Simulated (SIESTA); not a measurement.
# TiB₂: 6 runs along one coordinate

System: TiB₂ (P6/mmm, 3 atoms in the cell).
Method: Kohn-Sham DFT of a periodic cell, PBE, SG15 1.2, converted to PSML, no spin polarisation (SIESTA 5.4.2).

The 6 runs differ only in the geometry, by an even scaling of the cell at fixed fractional positions. The structure derives from an entry of the Crystallography Open Database.

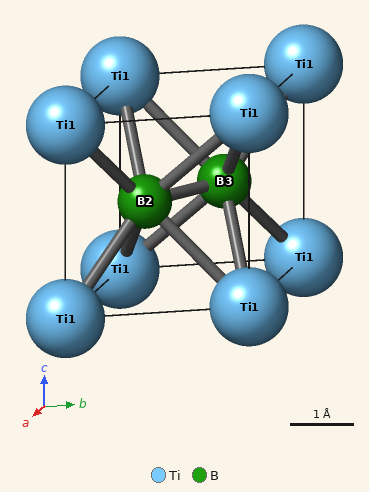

Figure 1. The structure of run 4 (ball-and-stick view of the cell of the calculation, seen slightly off an axis; atoms are numbered from 1 in the order of the input).

## Input of run 4
```
SystemName                      TiB2
SystemLabel                     TiB2
NumberOfSpecies                 2
NumberOfAtoms                   3
%block ChemicalSpeciesLabel
  1  22 Ti
  2   5 B
%endblock ChemicalSpeciesLabel

LatticeConstant                 1.0 Ang
%block LatticeVectors
     3.0292000000     0.0000000000     0.0000000000
    -1.5146000000     2.6233641531     0.0000000000
     0.0000000000     0.0000000000     3.2284000000
%endblock LatticeVectors
AtomicCoordinatesFormat         Fractional
%block AtomicCoordinatesAndAtomicSpecies
     0.0000000000     0.0000000000     0.0000000000  1  Ti
     0.6666666667     0.3333333333     0.5000000000  2  B
     0.3333333333     0.6666666667     0.5000000000  2  B
%endblock AtomicCoordinatesAndAtomicSpecies

%block kgrid.MonkhorstPack
   10   0   0  0.0
    0  10   0  0.0
    0   0   8  0.0
%endblock kgrid.MonkhorstPack
XC.Functional                   GGA
XC.Authors                      PBE
PAO.BasisSize                   DZP
PAO.EnergyShift                 0.002 Ry
Mesh.Cutoff                     800 Ry
OccupationFunction              FD
ElectronicTemperature           0.05 eV
MaxSCFIterations                120
SCF.MustConverge                false
SCF.Mixer.Method                Pulay
SCF.Mixer.Weight                0.25
SCF.Mixer.History               8
SCF.DM.Tolerance                5.0e-05
SCF.H.Tolerance                 1.0e-03 eV
WriteForces                     true
Charge.Mulliken                 end
```

Command:
```bash
siesta TiB2.fdf > TiB2.out 2>&1
```

Run 2 differs from it as follows:
```diff
-     3.0292000000     0.0000000000     0.0000000000
-    -1.5146000000     2.6233641531     0.0000000000
-     0.0000000000     0.0000000000     3.2284000000
+     2.9882598462     0.0000000000     0.0000000000
+    -1.4941299231     2.5879089399     0.0000000000
+     0.0000000000     0.0000000000     3.1847676243
```

## Results, with one run withheld

```tsv
run	volume per atom (Å³)	free energy per atom, from the lowest run given (meV)	pressure (GPa)
1	8.039	30.55	18.85
2	8.210	?	?
3	8.381	4.01	6.41
4	8.552	0.00	1.21
5	8.723	1.25	−3.50
6	8.894	7.40	−7.96
```

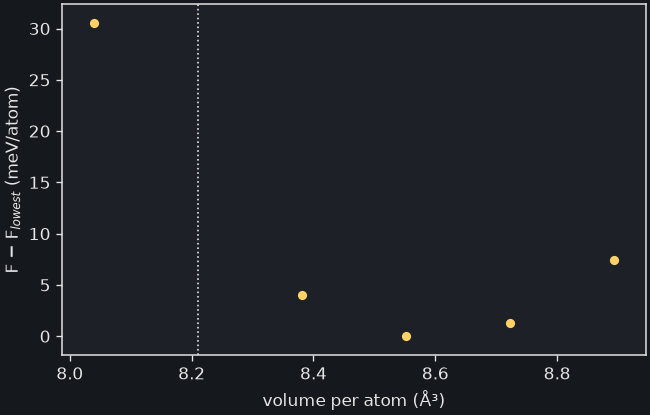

Figure 2. Free energy per atom of the runs given; the dotted line marks run 2.

What should run 2 give?

A cubic polynomial in V^(−2/3) (the Birch–Murnaghan form), fitted to the 5 runs given, misses them by at most 0.03 meV per atom. With x = V^(−2/3) − 0.23992 Å⁻², it reads F = 0.46013 + 818.68 x + 2.6097e+05 x² + 86418 x³ (meV per atom). At run 2 it gives 14.00 meV per atom, and the run itself gives 13.95. The slope of the fit gives a pressure −dF/dV of 12.32 GPa there, and the run prints 12.32 GPa. The fit has its minimum at 8.594 Å³ per atom, where V d²F/dV² gives 245 GPa. Cell shape and fractional positions are held, so this is the stiffness under even scaling; the relaxed bulk modulus wasn't computed.

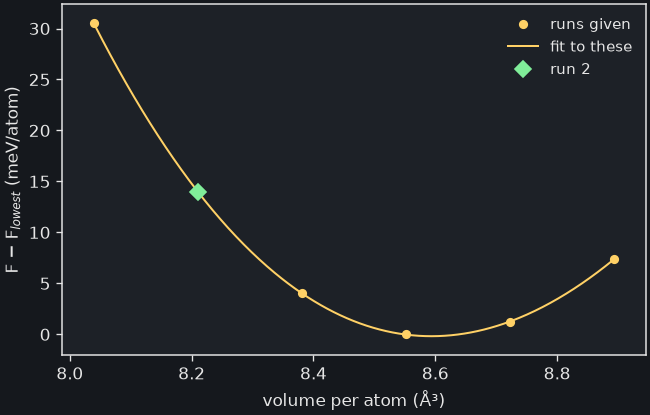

Figure 3. The fit and the withheld run.

## Some lines of the output (run 2)
```
[...]
outcell: Cell volume (Ang**3)        :     24.6289
stepf: Fermi-Dirac step function
siesta: Etot    =     -1718.729982
siesta: FreeEng =     -1718.735697
        iscf     Eharris(eV)        E_KS(eV)     FreeEng(eV)     dDmax    Ef(eV) dHmax(eV)
siesta: E_KS(eV) =            -1726.8598
siesta: E_KS - E_eggbox =     -1726.8598
siesta: Etot    =     -1726.859757
siesta: FreeEng =     -1726.865978
siesta:         Fermi =      -7.106913
siesta: Cell volume =         24.628905 Ang**3
    Orbital volume contribution        =           3.403821 eV
```

Notes: Points of doubt noted for this run: mulliken charges of long orbitals. With a small basis of atomic orbitals these values can differ much from converged plane-wave results.
